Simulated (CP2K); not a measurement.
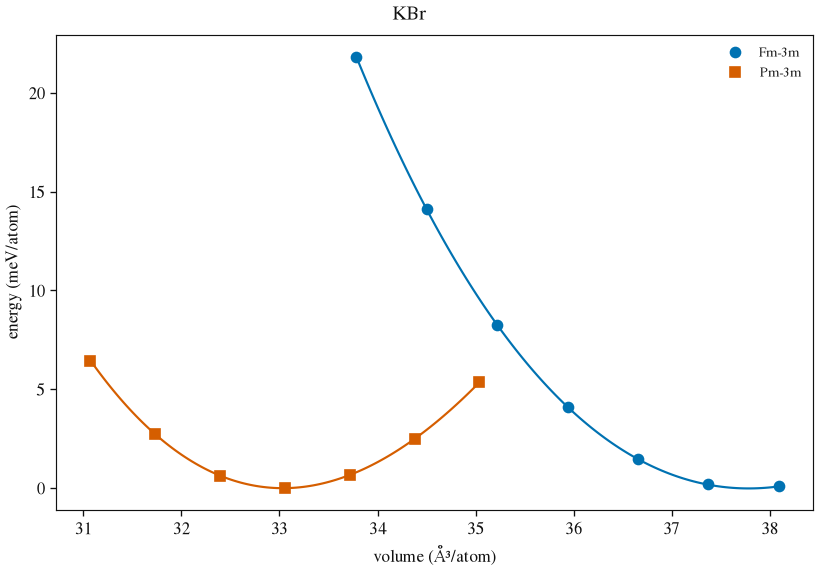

The picture above shows the energy against volume, with one curve for each structure, for KBr. Each energy curve has its own zero, so the curves don't rank the structures.

Calculation (CP2K 2026.2): DFT in Gaussian orbitals with a plane-wave density, no spin polarisation; energies at scaled volumes of the given cell, shape and fractions fixed, counted from the fit's minimum, third-order Birch-Murnaghan fit. Level: PBE.

- k mesh: 7×7×7
- occupations: Fermi–Dirac
- smearing width: 0.05 eV
- potentials: GTH PBE with UZH TZVP basis
- density cutoff: 6123 eV

Question: Order the curves by fitted equilibrium volume, smallest first.

Answer: Pm-3m 33.034, Fm-3m 37.784 Å³/atom.

Question: Order the curves by fitted bulk modulus, smallest first.

Answer: Fm-3m 13.3, Pm-3m 15.8 GPa.

The computed values:

Fm-3m:
```tsv
volume (Å³/atom)	energy (meV/atom)
33.78	21.82
34.50	14.10
35.22	8.27
35.94	4.12
36.66	1.48
37.37	0.19
38.09	0.10
```

Pm-3m:
```tsv
volume (Å³/atom)	energy (meV/atom)
31.07	6.45
31.73	2.72
32.39	0.63
33.06	0.00
33.72	0.67
34.38	2.49
35.04	5.35
```
